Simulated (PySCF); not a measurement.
**C₃H₉N: field gradients at the nuclei**

Aim: the electric field gradients and quadrupole couplings of C₃H₉N at several levels. Each job file holds the settings and the coordinates that a driver script hands to the program.

Program: PySCF 2.14.0, density-fitted response routines. Level of theory: the levels named in each step. These are calculated values, not measurements.

## 1. The starting structure

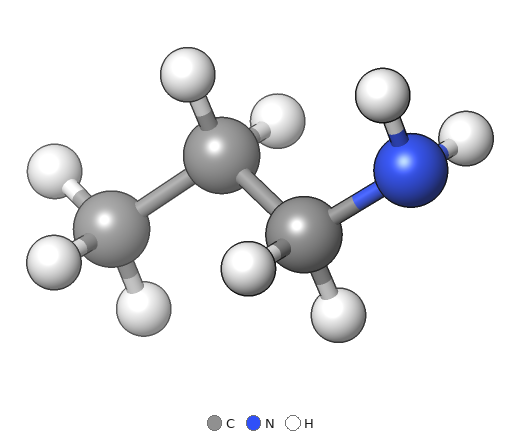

Start, viewed from a chosen angle; carbon grey, nitrogen blue, hydrogen white.

Structure file:

```xyz
13

C     1.9324   -0.0563    0.2813
C     0.5140    0.4957    0.3264
C    -0.4951   -0.4710   -0.3090
N    -1.8715   -0.0082   -0.3056
H     1.9897   -1.0005    0.8202
H     2.6298    0.6423    0.7375
H     2.2414   -0.2295   -0.7460
H     0.4778    1.4523   -0.2029
H     0.2258    0.6801    1.3656
H    -0.4673   -1.4269    0.2185
H    -0.2149   -0.6536   -1.3523
H    -1.9464    0.8717   -0.8051
H    -2.1799    0.1563    0.6482
```

## 2. Geometry, PBE0-D3(BJ)/def2-TZVP

File job.txt:

```
{"job": {"xc": "PBE0", "basis": "def2-TZVP", "d3": "d3bj", "grid": 2, "kind": "geom"}, "charge": 0, "multiplicity": 1}
C      1.932390    -0.056320     0.281330
C      0.513990     0.495710     0.326400
C     -0.495060    -0.471010    -0.308960
N     -1.871530    -0.008210    -0.305590
H      1.989750    -1.000500     0.820240
H      2.629770     0.642310     0.737480
H      2.241380    -0.229480    -0.745960
H      0.477760     1.452250    -0.202870
H      0.225760     0.680090     1.365620
H     -0.467300    -1.426880     0.218550
H     -0.214930    -0.653560    -1.352320
H     -1.946430     0.871730    -0.805100
H     -2.179920     0.156270     0.648230
```

What it wrote:

```text
step   0  E = -174.34344802  max force = 0.011272
step   1  E = -174.34388863  max force = 0.002984
step   2  E = -174.34394155  max force = 0.000556
step   3  E = -174.34394428  max force = 0.000124
optimisation converged
```

It took 32 s on 4 threads of Arm Neoverse V1, shared host; peak memory 0.81 GiB.

It ended at:

```xyz
13

C     1.9318   -0.0548    0.2829
C     0.5146    0.4900    0.3237
C    -0.4985   -0.4576   -0.3053
N    -1.8805   -0.0103   -0.3070
H     2.0038   -1.0051    0.8194
H     2.6439    0.6369    0.7377
H     2.2551   -0.2344   -0.7463
H     0.4700    1.4542   -0.1966
H     0.2201    0.6875    1.3613
H    -0.4568   -1.4239    0.2099
H    -0.2077   -0.6603   -1.3421
H    -1.9643    0.8702   -0.8013
H    -2.1959    0.1600    0.6408
```

## 3. Field gradients, PBE0/pcJ-2

File job.txt:

```
{"job": {"kind": "efgt", "xc": "PBE0", "basis": "pcJ-2"}, "charge": 0, "multiplicity": 1}
C      1.931779    -0.054772     0.282919
C      0.514596     0.490002     0.323680
C     -0.498531    -0.457623    -0.305260
N     -1.880525    -0.010314    -0.306952
H      2.003842    -1.005072     0.819414
H      2.643948     0.636900     0.737673
H      2.255113    -0.234366    -0.746322
H      0.470013     1.454244    -0.196617
H      0.220086     0.687503     1.361313
H     -0.456815    -1.423948     0.209858
H     -0.207688    -0.660330    -1.342119
H     -1.964292     0.870183    -0.801312
H     -2.195895     0.159993     0.640775
```

What it wrote:

```text
coarse grid: 9904 points
cycle   1  E = -174.3044628405  dE =  1.695e-01  |g| = 4.319e-01  |ddm| = 1.997e+00
cycle   2  E = -174.2893614681  dE =  1.510e-02  |g| = 5.144e-01  |ddm| = 7.658e-01
cycle   3  E = -174.3508998860  dE = -6.154e-02  |g| = 3.800e-02  |ddm| = 4.161e-01
cycle   4  E = -174.3510648340  dE = -1.649e-04  |g| = 2.226e-02  |ddm| = 3.014e-02
cycle   5  E = -174.3511669686  dE = -1.021e-04  |g| = 4.959e-03  |ddm| = 1.513e-02
cycle   6  E = -174.3511722689  dE = -5.300e-06  |g| = 6.950e-04  |ddm| = 3.478e-03
final grid: 144528 points
cycle   7  E = -174.3482440446  dE = -1.603e-04  |g| = 9.083e-03  |ddm| = 6.242e-02
cycle   8  E = -174.3482371828  dE =  6.862e-06  |g| = 1.025e-02  |ddm| = 1.238e-02
cycle   9  E = -174.3482621315  dE = -2.495e-05  |g| = 5.520e-04  |ddm| = 6.810e-03
cycle  10  E = -174.3482621714  dE = -3.988e-08  |g| = 3.403e-04  |ddm| = 6.394e-04
cycle  11  E = -174.3482621952  dE = -2.382e-08  |g| = 6.619e-05  |ddm| = 2.132e-04
cycle  12  E = -174.3482621962  dE = -9.311e-10  |g| = 1.283e-05  |ddm| = 4.851e-05
converged SCF energy = -174.3482621962

Field-gradient tensors (au): xx yy zz xy xz yz
  0 C     0.02897   -0.00981   -0.01916   -0.02230   -0.00327    0.00103
  1 C     0.01619    0.00431   -0.02050   -0.01720   -0.00169    0.01225
  2 C     0.16452   -0.04797   -0.11655   -0.07886    0.00879    0.02866
  3 N     0.05565   -0.22670    0.17105   -0.66159   -0.38914   -0.43951
  4 H    -0.13656    0.17726   -0.04070   -0.02326    0.01176   -0.18261
  5 H     0.03921    0.03107   -0.07028    0.17530    0.11593    0.11505
  6 H    -0.10275   -0.13284    0.23559   -0.02198   -0.11571    0.06439
  7 H    -0.13489    0.17918   -0.04429   -0.01427    0.00980   -0.17510
  8 H    -0.10503   -0.12806    0.23309   -0.01853   -0.10557    0.06878
  9 H    -0.12982    0.17790   -0.04808   -0.01543    0.00744   -0.17407
 10 H    -0.10155   -0.12913    0.23068   -0.02214   -0.10312    0.06936
 11 H    -0.17996    0.22867   -0.04870   -0.05972    0.00070   -0.25460
 12 H    -0.13449   -0.18011    0.31460   -0.05664   -0.17011    0.07097
```

Wall time 23 s (4 threads of Arm Neoverse V1, shared host); peak memory 1.8 GiB.

## 4. Field gradients, PBE/def2-TZVPP

job.txt, as its differences from that of step 3:

```diff
@@ -1,2 +1,2 @@
-{"job": {"kind": "efgt", "xc": "PBE0", "basis": "pcJ-2"}, "charge": 0, "multiplicity": 1}
+{"job": {"kind": "efgt", "xc": "PBE", "basis": "def2-TZVPP"}, "charge": 0, "multiplicity": 1}
 C      1.931779    -0.054772     0.282919
```

What it wrote:

```text
coarse grid: 9904 points
cycle   1  E = -174.2272525143  dE =  1.038e-01  |g| = 6.148e-01  |ddm| = 2.379e+00
cycle   2  E = -174.0606007086  dE =  1.667e-01  |g| = 1.026e+00  |ddm| = 2.570e+00
cycle   3  E = -174.3253739423  dE = -2.648e-01  |g| = 6.773e-02  |ddm| = 2.021e+00
cycle   4  E = -174.3259246251  dE = -5.507e-04  |g| = 4.557e-02  |ddm| = 9.206e-02
cycle   5  E = -174.3263657733  dE = -4.411e-04  |g| = 9.931e-03  |ddm| = 4.602e-02
cycle   6  E = -174.3263873074  dE = -2.153e-05  |g| = 2.376e-03  |ddm| = 9.627e-03
cycle   7  E = -174.3263885487  dE = -1.241e-06  |g| = 5.676e-04  |ddm| = 1.824e-03
final grid: 144528 points
cycle   8  E = -174.3119147127  dE = -1.149e-04  |g| = 1.371e-02  |ddm| = 1.385e-01
cycle   9  E = -174.3118471861  dE =  6.753e-05  |g| = 2.137e-02  |ddm| = 3.392e-02
cycle  10  E = -174.3119573461  dE = -1.102e-04  |g| = 1.225e-03  |ddm| = 2.277e-02
cycle  11  E = -174.3119575812  dE = -2.351e-07  |g| = 6.314e-04  |ddm| = 1.742e-03
cycle  12  E = -174.3119576694  dE = -8.815e-08  |g| = 1.073e-04  |ddm| = 5.366e-04
cycle  13  E = -174.3119576718  dE = -2.458e-09  |g| = 3.372e-05  |ddm| = 1.313e-04
cycle  14  E = -174.3119576721  dE = -2.510e-10  |g| = 8.258e-06  |ddm| = 2.418e-05
converged SCF energy = -174.3119576721

Field-gradient tensors (au): xx yy zz xy xz yz
  0 C     0.03076   -0.01072   -0.02003   -0.02267   -0.00302    0.00095
  1 C     0.01802    0.00466   -0.02268   -0.01836   -0.00147    0.01368
  2 C     0.16157   -0.04617   -0.11540   -0.07691    0.00919    0.02955
  3 N     0.05435   -0.22045    0.16610   -0.65109   -0.38240   -0.42931
  4 H    -0.13887    0.18009   -0.04122   -0.02379    0.01192   -0.18545
  5 H     0.03982    0.03151   -0.07133    0.17828    0.11786    0.11686
  6 H    -0.10448   -0.13479    0.23927   -0.02239   -0.11768    0.06536
  7 H    -0.13719    0.18201   -0.04482   -0.01457    0.00977   -0.17779
  8 H    -0.10690   -0.12987    0.23677   -0.01893   -0.10725    0.06977
  9 H    -0.13221    0.18103   -0.04882   -0.01544    0.00778   -0.17701
 10 H    -0.10339   -0.13130    0.23470   -0.02218   -0.10486    0.07064
 11 H    -0.18421    0.23365   -0.04944   -0.06090    0.00207   -0.25986
 12 H    -0.13709   -0.18385    0.32094   -0.05671   -0.17445    0.07283
```

Run time: 13 s. Hardware: 4 threads of Arm Neoverse V1, shared host; peak memory 1.8 GiB.

## 5. Field gradients, B3LYP/def2-TZVPP

job.txt, as its differences from that of step 4:

```diff
@@ -1,2 +1,2 @@
-{"job": {"kind": "efgt", "xc": "PBE", "basis": "def2-TZVPP"}, "charge": 0, "multiplicity": 1}
+{"job": {"kind": "efgt", "xc": "B3LYP", "basis": "def2-TZVPP"}, "charge": 0, "multiplicity": 1}
 C      1.931779    -0.054772     0.282919
```

What it wrote:

```text
coarse grid: 9904 points
cycle   1  E = -174.5122903994  dE =  1.569e-01  |g| = 4.915e-01  |ddm| = 2.342e+00
cycle   2  E = -174.4744839272  dE =  3.781e-02  |g| = 6.444e-01  |ddm| = 1.337e+00
cycle   3  E = -174.5729588769  dE = -9.847e-02  |g| = 4.393e-02  |ddm| = 8.641e-01
cycle   4  E = -174.5731863217  dE = -2.274e-04  |g| = 2.763e-02  |ddm| = 4.651e-02
cycle   5  E = -174.5733472245  dE = -1.609e-04  |g| = 5.723e-03  |ddm| = 2.426e-02
cycle   6  E = -174.5733545473  dE = -7.323e-06  |g| = 8.977e-04  |ddm| = 4.737e-03
final grid: 144528 points
cycle   7  E = -174.5654157075  dE = -8.260e-05  |g| = 6.723e-03  |ddm| = 1.093e-01
cycle   8  E = -174.5654095588  dE =  6.149e-06  |g| = 8.264e-03  |ddm| = 1.405e-02
cycle   9  E = -174.5654262102  dE = -1.665e-05  |g| = 4.136e-04  |ddm| = 7.611e-03
cycle  10  E = -174.5654262387  dE = -2.853e-08  |g| = 2.128e-04  |ddm| = 6.308e-04
cycle  11  E = -174.5654262476  dE = -8.862e-09  |g| = 6.656e-05  |ddm| = 1.855e-04
cycle  12  E = -174.5654262485  dE = -9.501e-10  |g| = 1.155e-05  |ddm| = 6.248e-05
converged SCF energy = -174.5654262485

Field-gradient tensors (au): xx yy zz xy xz yz
  0 C     0.02299   -0.00772   -0.01527   -0.01898   -0.00325    0.00056
  1 C     0.00849    0.00740   -0.01590   -0.01903   -0.00475    0.01057
  2 C     0.16307   -0.04704   -0.11603   -0.08473    0.00542    0.02734
  3 N     0.04546   -0.22808    0.18262   -0.67560   -0.40083   -0.45214
  4 H    -0.13643    0.17705   -0.04061   -0.02312    0.01159   -0.18242
  5 H     0.03906    0.03117   -0.07023    0.17522    0.11586    0.11506
  6 H    -0.10275   -0.13268    0.23543   -0.02197   -0.11544    0.06425
  7 H    -0.13460    0.17868   -0.04408   -0.01428    0.00969   -0.17480
  8 H    -0.10482   -0.12781    0.23263   -0.01854   -0.10536    0.06849
  9 H    -0.12956    0.17745   -0.04789   -0.01534    0.00775   -0.17405
 10 H    -0.10117   -0.12924    0.23041   -0.02182   -0.10313    0.06915
 11 H    -0.18128    0.23047   -0.04919   -0.06006    0.00106   -0.25620
 12 H    -0.13534   -0.18130    0.31664   -0.05676   -0.17138    0.07178
```

Run time: 11 s. Hardware: 4 threads of Arm Neoverse V1, shared host; peak memory 1.8 GiB.

## 6. Field gradients, CAM-B3LYP/def2-TZVPP

job.txt, as its differences from that of step 5:

```diff
@@ -1,2 +1,2 @@
-{"job": {"kind": "efgt", "xc": "B3LYP", "basis": "def2-TZVPP"}, "charge": 0, "multiplicity": 1}
+{"job": {"kind": "efgt", "xc": "CAM-B3LYP", "basis": "def2-TZVPP"}, "charge": 0, "multiplicity": 1}
 C      1.931779    -0.054772     0.282919
```

What it wrote:

```text
coarse grid: 9904 points
cycle   1  E = -174.4315317214  dE =  2.658e-01  |g| = 3.734e-01  |ddm| = 2.328e+00
cycle   2  E = -174.4393815306  dE = -7.850e-03  |g| = 3.537e-01  |ddm| = 6.887e-01
cycle   3  E = -174.4653642442  dE = -2.598e-02  |g| = 3.567e-02  |ddm| = 3.226e-01
cycle   4  E = -174.4655594962  dE = -1.953e-04  |g| = 1.769e-02  |ddm| = 3.488e-02
cycle   5  E = -174.4656254356  dE = -6.594e-05  |g| = 4.070e-03  |ddm| = 1.338e-02
cycle   6  E = -174.4656294547  dE = -4.019e-06  |g| = 4.796e-04  |ddm| = 4.225e-03
final grid: 144528 points
cycle   7  E = -174.4589232062  dE = -5.902e-05  |g| = 4.507e-03  |ddm| = 8.244e-02
cycle   8  E = -174.4589240565  dE = -8.503e-07  |g| = 3.993e-03  |ddm| = 8.777e-03
cycle   9  E = -174.4589276594  dE = -3.603e-06  |g| = 2.883e-04  |ddm| = 3.076e-03
cycle  10  E = -174.4589276731  dE = -1.372e-08  |g| = 1.716e-04  |ddm| = 6.136e-04
cycle  11  E = -174.4589276790  dE = -5.886e-09  |g| = 2.796e-05  |ddm| = 1.196e-04
cycle  12  E = -174.4589276792  dE = -2.109e-10  |g| = 6.145e-06  |ddm| = 4.702e-05
converged SCF energy = -174.4589276792

Field-gradient tensors (au): xx yy zz xy xz yz
  0 C     0.02386   -0.00793   -0.01593   -0.02010   -0.00356    0.00059
  1 C     0.00937    0.00727   -0.01663   -0.01919   -0.00453    0.01096
  2 C     0.16519   -0.04698   -0.11820   -0.08599    0.00558    0.02853
  3 N     0.05031   -0.23191    0.18160   -0.67917   -0.40189   -0.45484
  4 H    -0.13700    0.17787   -0.04087   -0.02321    0.01160   -0.18330
  5 H     0.03932    0.03132   -0.07064    0.17593    0.11637    0.11563
  6 H    -0.10320   -0.13337    0.23657   -0.02212   -0.11593    0.06456
  7 H    -0.13522    0.17959   -0.04438   -0.01438    0.00978   -0.17568
  8 H    -0.10527   -0.12850    0.23377   -0.01864   -0.10591    0.06888
  9 H    -0.13022    0.17839   -0.04817   -0.01544    0.00783   -0.17491
 10 H    -0.10167   -0.12989    0.23155   -0.02192   -0.10368    0.06955
 11 H    -0.18190    0.23162   -0.04973   -0.06003    0.00098   -0.25701
 12 H    -0.13593   -0.18195    0.31788   -0.05697   -0.17172    0.07238
```

It took 13 s on 4 threads of Arm Neoverse V1, shared host; peak memory 1.8 GiB.

## 7. Field gradients, HF/def2-TZVPP

job.txt, as its differences from that of step 6:

```diff
@@ -1,2 +1,2 @@
-{"job": {"kind": "efgt", "xc": "CAM-B3LYP", "basis": "def2-TZVPP"}, "charge": 0, "multiplicity": 1}
+{"job": {"kind": "efgt", "xc": "HF", "basis": "def2-TZVPP"}, "charge": 0, "multiplicity": 1}
 C      1.931779    -0.054772     0.282919
```

What it wrote:

```text
final grid: 144528 points
cycle   1  E = -173.3131769831  dE =  5.180e-01  |g| = 3.672e-01  |ddm| = 2.276e+00
cycle   2  E = -173.3535060487  dE = -4.033e-02  |g| = 1.125e-01  |ddm| = 3.490e-01
cycle   3  E = -173.3568504689  dE = -3.344e-03  |g| = 4.697e-02  |ddm| = 1.152e-01
cycle   4  E = -173.3574467040  dE = -5.962e-04  |g| = 7.591e-03  |ddm| = 4.406e-02
cycle   5  E = -173.3574682219  dE = -2.152e-05  |g| = 2.087e-03  |ddm| = 1.223e-02
cycle   6  E = -173.3574705007  dE = -2.279e-06  |g| = 7.107e-04  |ddm| = 4.456e-03
cycle   7  E = -173.3574708082  dE = -3.075e-07  |g| = 2.380e-04  |ddm| = 1.765e-03
cycle   8  E = -173.3574708551  dE = -4.690e-08  |g| = 5.732e-05  |ddm| = 7.434e-04
cycle   9  E = -173.3574708579  dE = -2.774e-09  |g| = 1.560e-05  |ddm| = 1.742e-04
cycle  10  E = -173.3574708581  dE = -1.759e-10  |g| = 4.895e-06  |ddm| = 4.667e-05
converged SCF energy = -173.3574708581

Field-gradient tensors (au): xx yy zz xy xz yz
  0 C     0.00449   -0.00060   -0.00389   -0.00909   -0.00322   -0.00009
  1 C    -0.01138    0.01092    0.00046   -0.02095   -0.01245    0.00104
  2 C     0.14622   -0.04305   -0.10317   -0.09047   -0.00301    0.01948
  3 N     0.03176   -0.23768    0.20591   -0.69602   -0.41949   -0.47979
  4 H    -0.14091    0.18305   -0.04213   -0.02384    0.01211   -0.18848
  5 H     0.04053    0.03210   -0.07263    0.18088    0.11966    0.11882
  6 H    -0.10608   -0.13718    0.24326   -0.02263   -0.11928    0.06656
  7 H    -0.13906    0.18520   -0.04614   -0.01484    0.01008   -0.18077
  8 H    -0.10826   -0.13235    0.24061   -0.01933   -0.10897    0.07128
  9 H    -0.13343    0.18325   -0.04983   -0.01608    0.00807   -0.17972
 10 H    -0.10408   -0.13363    0.23771   -0.02275   -0.10655    0.07157
 11 H    -0.18428    0.23575   -0.05147   -0.06103   -0.00026   -0.26076
 12 H    -0.13829   -0.18467    0.32297   -0.05906   -0.17356    0.07389
```

It took 3 s on 4 threads of Arm Neoverse V1, shared host; peak memory 1.8 GiB.

## 8. The levels side by side

Largest principal value Vzz, in atomic units:

| atom | PBE0/pcJ-2 | PBE/def2-TZVPP | B3LYP/def2-TZVPP | CAM-B3LYP/def2-TZVPP | HF/def2-TZVPP |
| --- | --- | --- | --- | --- | --- |
| C1 | 0.0393 | 0.0409 | 0.0323 | 0.0338 | 0.0118 |
| C2 | 0.0299 | 0.0324 | 0.0296 | 0.0301 | -0.0277 |
| C3 | 0.1906 | 0.1869 | 0.1930 | 0.1957 | 0.1829 |
| N4 | -1.0449 | -1.0254 | -1.0714 | -1.0768 | -1.1184 |
| H5 | 0.2825 | 0.2870 | 0.2822 | 0.2836 | 0.2917 |
| H6 | 0.2855 | 0.2902 | 0.2854 | 0.2866 | 0.2947 |
| H7 | 0.2825 | 0.2870 | 0.2822 | 0.2835 | 0.2916 |
| H8 | 0.2759 | 0.2802 | 0.2753 | 0.2767 | 0.2849 |
| H9 | 0.2759 | 0.2802 | 0.2753 | 0.2767 | 0.2849 |
| H10 | 0.2732 | 0.2779 | 0.2728 | 0.2742 | 0.2817 |
| H11 | 0.2732 | 0.2780 | 0.2729 | 0.2743 | 0.2818 |
| H12 | 0.3846 | 0.3930 | 0.3873 | 0.3887 | 0.3946 |
| H13 | 0.3847 | 0.3930 | 0.3874 | 0.3888 | 0.3946 |
| CPU time | 27 s | 25 s | 13 s | 16 s | 3.9 s |

Couplings eQVzz/h in MHz (234.9647 × Q in barn × Vzz), with Q = 0.02044 (14N), 0.00285783 (2H):

| nucleus | PBE0/pcJ-2 | PBE/def2-TZVPP | B3LYP/def2-TZVPP | CAM-B3LYP/def2-TZVPP | HF/def2-TZVPP |
| --- | --- | --- | --- | --- | --- |
| 14N (atom 4) | -5.018 | -4.925 | -5.145 | -5.172 | -5.371 |
| 2H (atom 5) | 0.190 | 0.193 | 0.190 | 0.190 | 0.196 |
| 2H (atom 6) | 0.192 | 0.195 | 0.192 | 0.192 | 0.198 |
| 2H (atom 7) | 0.190 | 0.193 | 0.189 | 0.190 | 0.196 |
| 2H (atom 8) | 0.185 | 0.188 | 0.185 | 0.186 | 0.191 |
| 2H (atom 9) | 0.185 | 0.188 | 0.185 | 0.186 | 0.191 |
| 2H (atom 10) | 0.183 | 0.187 | 0.183 | 0.184 | 0.189 |
| 2H (atom 11) | 0.183 | 0.187 | 0.183 | 0.184 | 0.189 |
| 2H (atom 12) | 0.258 | 0.264 | 0.260 | 0.261 | 0.265 |
| 2H (atom 13) | 0.258 | 0.264 | 0.260 | 0.261 | 0.265 |

## 9. What came out

```
                            quantity       value
coupling of 14N (atom 4), PBE0/pcJ-2  -5.018 MHz
 coupling of 2H (atom 5), PBE0/pcJ-2   0.190 MHz
 coupling of 2H (atom 6), PBE0/pcJ-2   0.192 MHz
 coupling of 2H (atom 7), PBE0/pcJ-2   0.190 MHz
 coupling of 2H (atom 8), PBE0/pcJ-2   0.185 MHz
```

What this shows: The largest coupling, that of 14N, runs from -5.371 (HF/def2-TZVPP) to -4.925 MHz (PBE/def2-TZVPP). The gradients are non-relativistic, at the equilibrium geometry and in principal axes; measured couplings hold vibrational averaging and refer to the inertial axes. The def2 sets are stiff near the nuclei, which limits their accuracy.
